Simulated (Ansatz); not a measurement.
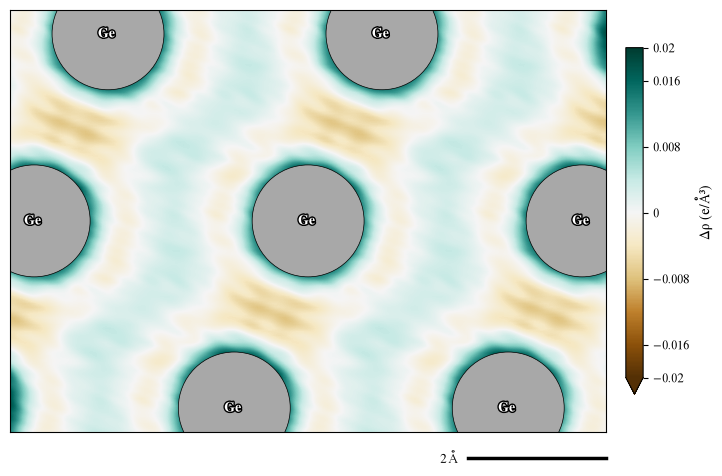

Ge. Difference of the valence pseudo-densities of two functionals at the same geometry, on the (001) plane of the calculation cell: one of LDA and r2SCAN less the other.

Both computed with Ansatz (plane waves, PAW), on the same k-point mesh. Grey discs cover the atomic cores.

Which was subtracted from which, and what does the map show?

It is LDA less r2SCAN. Against r2SCAN, LDA gives a change of −0.007 e/Å³ at the midpoint of Ge–Ge.
